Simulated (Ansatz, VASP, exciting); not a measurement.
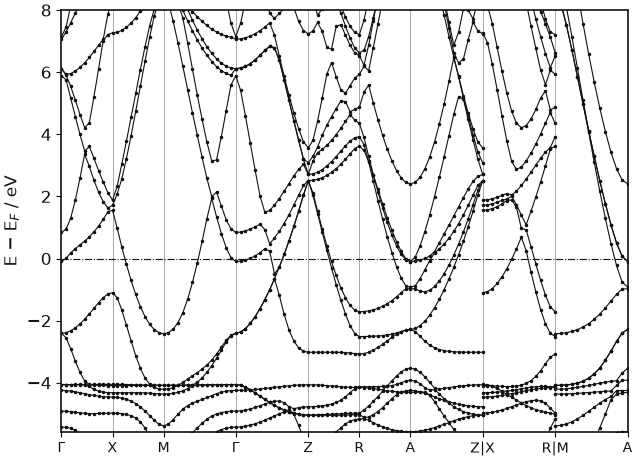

Band structure. Energies are counted from the Fermi level.

> Which of these calculations gave it?
A. CuAl₂, space group P4/mmm, 3 atoms in the cell (a = 4.105 Å, c = 2.891 Å (tetragonal axes)); WC
B. fcc Ag, space group Fm-3m, 1 atom in the primitive cell (cubic a = 4.085 Å); PBE
C. Sb₂S₃, space group Pnma (No. 62), 20 atoms in the cell (a = 11.29 Å, b = 3.83 Å, c = 10.92 Å, α = 90.00°, β = 90.00°, γ = 90.00°); PBE

A. A metal: bands cross the Fermi level along this path. A primitive tetragonal lattice: the path Γ–X–M–Γ–Z–R–A–Z|X–R|M–A runs through the special points of its Brillouin zone.

Method: WC with TS dispersion, all-electron LAPW+lo, shipped species files, valence relativity iora*, no spin polarisation, no spin-orbit coupling, 7×7×9 k mesh, Fermi-Dirac smearing of 0.027 eV (exciting sodium).

The cell comes from a database of computed structures, and whether it is the stable form of this composition wasn't checked.
